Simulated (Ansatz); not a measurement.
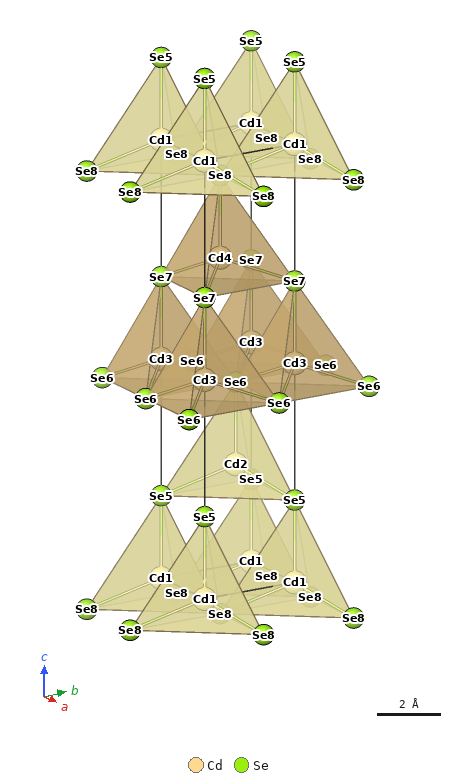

**Figure 1.** The structure (polyhedral view of the cell of the calculation, seen slightly off an axis; polyhedra are completed across the faces of the cell; atoms are numbered from 1 in the order of the input).

# What a change does: band-structure calculation on CdSe

System: CdSe (P6₃mc, 8 atoms in the cell).
Method of run A: DFT, PBE, plane waves, PAW, no spin polarisation (Ansatz 0.2.0).

The structure was built on a prototype by a generator. The geometry comes from this level: r2SCAN. Text and figures count atoms from 1; the logs count them from 0 in places.

Input file, run A:
```yaml
crystal:
  lattice:
    - [4.3392846264, 0.0, 0.0]
    - [-2.1696423132, 3.7579307207, 0.0]
    - [0.0, 0.0, 14.1586988642]
  atoms:
    - { symbol: Cd, position: [0.0, 0.0, -0.000201564] }
    - { symbol: Cd, position: [0.3333333333, 0.6666666667, 0.2499621337] }
    - { symbol: Cd, position: [0.0, 0.0, 0.499798436] }
    - { symbol: Cd, position: [0.6666666667, 0.3333333333, 0.7499621337] }
    - { symbol: Se, position: [0.0, 0.0, 0.1874999893] }
    - { symbol: Se, position: [0.3333333333, 0.6666666667, 0.4377394409] }
    - { symbol: Se, position: [0.0, 0.0, 0.6874999893] }
    - { symbol: Se, position: [0.6666666667, 0.3333333333, 0.9377394409] }
kpoints:
  mp_grid: { grid: [12, 12, 2] }
  band_path:
    path:
      - [0.0, 0.0, 0.0]
      - [0.5, 0.0, 0.0]
      - [0.3333333333, 0.3333333333, 0.0]
      - [0.0, 0.0, 0.5]
      - [0.5, 0.0, 0.5]
      - [0.3333333333, 0.3333333333, 0.5]
    npoints: 1
hamiltonian:
  xc: pbe
scf:
  occupations: { method: fixed }
  n_extra_bands: 6
output:
  forces: true
  stress: true
  eigenvalues: true
```

Command:
```bash
ansatz run input.yaml --threads 2 --pin off --max-ram 3686MiB --backend cpu --events-out ev --progress --plain --runs-dir out
```

Hardware: 2 threads of Arm Neoverse V1, 24 GiB of memory available, shared host.

Output, shortened to warnings, some set-up lines, iterations and results (run A):
```
Basis set: ecut = 420 eV, 4529 PW (Γ), exchange–correlation on 60×60×192 points (8 copies of the dense FFT grid, shifted against one another)
Symmetry: 12 space group operations
k-points: 38 of 288
Initial density: superposition of atomic densities (neutral atoms: chi_scale 0, normalization atom), corrected by the library's trained network
[...]
SCF iter   1: F=—  HF=-54899.149053 eV  |F-HF|=—  |Δ(HF+E_count)|=         —  Δρ=1.06e-3  dr2=5.57e-3  ethr=1.77e-3  ⟨swp⟩=4.9  Hψ=9128  notcnv=0  defer=149
SCF iter   2: F=—  HF=-54899.151028 eV  |F-HF|=—  |Δ(HF+E_count)|=   1.97e-3  Δρ=5.38e-4  dr2=1.34e-3  ethr=3.87e-6  ⟨swp⟩=2.0  Hψ=5093  notcnv=0  defer=151
SCF iter   3: F=—  HF=-54899.151122 eV  |F-HF|=—  |Δ(HF+E_count)|=   9.43e-5  Δρ=2.03e-4  dr2=1.40e-4  ethr=9.33e-7  ⟨swp⟩=2.0  Hψ=4711  notcnv=0  defer=151
SCF iter   4: F=—  HF=-54899.151202 eV  |F-HF|=—  |Δ(HF+E_count)|=   8.06e-5  Δρ=1.08e-4  dr2=3.57e-5  ethr=9.73e-8  ⟨swp⟩=2.0  Hψ=4634  notcnv=0  defer=76
SCF iter   5: F=—  HF=-54899.151376 eV  |F-HF|=—  |Δ(HF+E_count)|=   1.74e-4  Δρ=3.44e-5  dr2=2.77e-6  ethr=2.48e-8  ⟨swp⟩=2.0  Hψ=4256  notcnv=0  defer=76
SCF iter   6: F=—  HF=-54899.151379 eV  |F-HF|=—  |Δ(HF+E_count)|=   2.99e-6  Δρ=1.39e-5  dr2=3.47e-7  ethr=1.92e-9  ⟨swp⟩=2.3  Hψ=4894  notcnv=0  defer=87
SCF iter   7: F=-54899.151380 eV  HF=-54899.151380 eV  |F-HF|=2.02e-8  |Δ(HF+E_count)|=   6.32e-7  Δρ=6.90e-6  dr2=9.26e-8  ethr=6.94e-11  ⟨swp⟩=9.5  Hψ=13906  notcnv=0
SCF 1 converged in 7 iterations: F = -54899.151380 eV  dr2 = 9.26e-8
NSCF: frozen V_eff on 6 k-points
SCF converged after 7 iterations
Free energy (F): -54899.151380 eV
Harris-Foulkes:  -54899.151380 eV  (|F-HF|=2.02e-8)
Internal energy: -54899.151380 eV  (E = F + TS)
E sigma→0 (E₀):  -54899.151380 eV
Fermi energy:    7.111382 eV
--- Per-component energies (eV) ---
  E_band       = -3603.865594
  E_kinetic    = 2493.781599
  E_local      = -25764.880838  (includes V_loc(G=0)·N_el)
  E_nonlocal   = -2249.024386
  E_hartree    = 12240.221064
  E_xc         = -1123.537487
  E_vxc        = -1278.835366  (∫ρ·V_xc dr)
  E_paw        = -23978.950843  (= ΣΔE_a)
  E_vpaw       = -1285.393215  (= ΣTr[D̂ρ^β])
  E_aug_tail   = -0.002402  (compensation charges beyond the density's cutoff)
  E_ewald      = -16516.758086
  E_smearing   = -0.000000  (= −TS)
  E_closure    = -0.000000  (closes the sum)
  Σ components = -54899.151380   (vs F -54899.151380, Δ=0.00e0)
--- Forces (eV/Å), atoms counted from 1 ---
  atom   1  Cd    -0.00000000    -0.00000000     0.00292422
  atom   2  Cd    -0.00000000    -0.00000000    -0.00306131
  atom   3  Cd     0.00000000     0.00000000     0.00292422
  atom   4  Cd     0.00000000     0.00000000    -0.00306131
  atom   5  Se     0.00000000     0.00000000    -0.00273099
  atom   6  Se    -0.00000000    -0.00000000     0.00288929
  atom   7  Se    -0.00000000    -0.00000000    -0.00273099
  atom   8  Se     0.00000000     0.00000000     0.00288929
  max |Σ_I F_I| component: 4.24e-5 eV/Å
--- Stress (GPa, compression-positive) ---
        1.428920      -0.000000       0.000000
        0.000000       1.428920      -0.000000
        0.000000      -0.000000       1.476741
  P = ⅓ Tr σ = 1.4449 GPa (14.449 kbar)
```

Run B used a changed input.

The two runs side by side:

| quantity | run A | run B |
| --- | --- | --- |
| outcome | converged | converged |
| free energy per atom (eV) | −6862.3939 | −6873.9183 |
| gap on the mesh (eV) | 0.58 | 1.07 |
| pressure (GPa) | 1.44 | −0.01 |
| largest force (eV/Å) | 0.003 | 0.002 |
| SCF iterations | 7 | 7 |
| irreducible k-points | 38 | 38 |
| plane waves at Γ | 4529 | 5793 |
| wall time (shared host) | 40 s | 80 s |

What was changed in the input?

The change (lines with − go, lines with + come):
```diff
-  xc: pbe
+  xc: r2scan
```

The total energies belong to different methods, so their difference says nothing on which is more stable or more accurate. The gap on the mesh goes from 0.58 to 1.07 eV. The pressure goes from 1.44 to −0.01 GPa. The functional changes from PBE to r2SCAN. The number of SCF iterations is the same. The default cutoff goes from 420 to 500 eV with the change. The plane waves at Γ go from 4529 to 5793. On the same kind of shared host run B took about 2 times as long.

Output, shortened to warnings, some set-up lines, iterations and results (run B):
```
Basis set: ecut = 500 eV, 5793 PW (Γ), exchange–correlation on 128×128×432 points (64 copies of the dense FFT grid, shifted against one another)
Symmetry: 12 space group operations
k-points: 38 of 288
Initial density: superposition of atomic densities (neutral atoms: chi_scale 0, normalization atom), corrected by the library's trained network
[...]
SCF iter   1: F=—  HF=-54991.312029 eV  |F-HF|=—  |Δ(HF+E_count)|=         —  Δρ=5.15e-3  dr2=3.76e-2  dr2_τ=5.98e-2  ethr=1.77e-3  ⟨swp⟩=4.9  Hψ=9111  notcnv=0  defer=150
SCF iter   2: F=—  HF=-54991.341596 eV  |F-HF|=—  |Δ(HF+E_count)|=   2.96e-2  Δρ=2.94e-3  dr2=1.09e-2  dr2_τ=1.93e-3  ethr=2.61e-5  ⟨swp⟩=2.8  Hψ=5909  notcnv=0  defer=151
SCF iter   3: F=—  HF=-54991.345669 eV  |F-HF|=—  |Δ(HF+E_count)|=   4.07e-3  Δρ=9.00e-4  dr2=1.62e-3  dr2_τ=1.16e-4  ethr=7.60e-6  ⟨swp⟩=2.0  Hψ=3414  notcnv=0  defer=151
SCF iter   4: F=—  HF=-54991.346282 eV  |F-HF|=—  |Δ(HF+E_count)|=   6.13e-4  Δρ=2.02e-4  dr2=1.04e-4  dr2_τ=6.11e-6  ethr=1.13e-6  ⟨swp⟩=2.0  Hψ=5094  notcnv=0  defer=151
SCF iter   5: F=—  HF=-54991.346351 eV  |F-HF|=—  |Δ(HF+E_count)|=   6.93e-5  Δρ=6.92e-5  dr2=1.85e-5  dr2_τ=3.50e-7  ethr=7.22e-8  ⟨swp⟩=3.0  Hψ=5625  notcnv=0  defer=79
SCF iter   6: F=—  HF=-54991.346526 eV  |F-HF|=—  |Δ(HF+E_count)|=   1.75e-4  Δρ=2.38e-5  dr2=1.30e-6  dr2_τ=3.84e-8  ethr=1.29e-8  ⟨swp⟩=2.0  Hψ=4200  notcnv=0  defer=76
SCF iter   7: F=-54991.346526 eV  HF=-54991.346526 eV  |F-HF|=3.61e-8  |Δ(HF+E_count)|=   5.68e-7  Δρ=6.50e-6  dr2=9.65e-8  dr2_τ=3.32e-9  ethr=6.94e-11  ⟨swp⟩=8.6  Hψ=14432  …
SCF 1 converged in 7 iterations: F = -54991.346526 eV  dr2 = 9.65e-8
NSCF: frozen V_eff on 6 k-points
SCF converged after 7 iterations
Free energy (F): -54991.346526 eV
Harris-Foulkes:  -54991.346526 eV  (|F-HF|=3.61e-8)
Internal energy: -54991.346526 eV  (E = F + TS)
E sigma→0 (E₀):  -54991.346526 eV
Fermi energy:    6.812929 eV
--- Per-component energies (eV) ---
  E_band       = -3755.522694
  E_kinetic    = 2496.493544
  E_local      = -25780.090234  (includes V_loc(G=0)·N_el)
  E_nonlocal   = -2242.648878
  E_hartree    = 12252.831628
  E_xc         = -1066.176473
  E_vxc        = -1406.107235  (∫ρ·V_xc dr)
  E_paw        = -24125.679048  (= ΣΔE_a)
  E_vpaw       = -1418.946113  (= ΣTr[D̂ρ^β])
  E_aug_tail   = -0.000815  (compensation charges beyond the density's cutoff)
  E_vtau       = 90.083639  (kinetic-family band-sum trace: ∫τ·v_τ [+ j·A + Jᵃ·Aᵃ] dr)
  E_ewald      = -16516.758086
  E_core_change = -9.318164  (= ΣΔE_core)
  E_smearing   = -0.000000  (= −TS)
  E_closure    = -0.000000  (closes the sum)
  Σ components = -54991.346526   (vs F -54991.346526, Δ=0.00e0)
--- Forces (eV/Å), atoms counted from 1 ---
  atom   1  Cd    -0.00000000    -0.00000000    -0.00098447
  atom   2  Cd    -0.00000000    -0.00000000    -0.00113670
  atom   3  Cd     0.00000000     0.00000000    -0.00098447
  atom   4  Cd     0.00000000     0.00000000    -0.00113670
  atom   5  Se     0.00000000     0.00000000     0.00060854
  atom   6  Se    -0.00000000    -0.00000000     0.00150506
  atom   7  Se    -0.00000000    -0.00000000     0.00060854
  atom   8  Se     0.00000000     0.00000000     0.00150506
  max |Σ_I F_I| component: 1.52e-5 eV/Å
--- Stress (GPa, compression-positive) ---
       -0.021425       0.000000      -0.000000
        0.000000      -0.021425       0.000000
       -0.000000       0.000000       0.002173
  P = ⅓ Tr σ = -0.0136 GPa (-0.136 kbar)
```
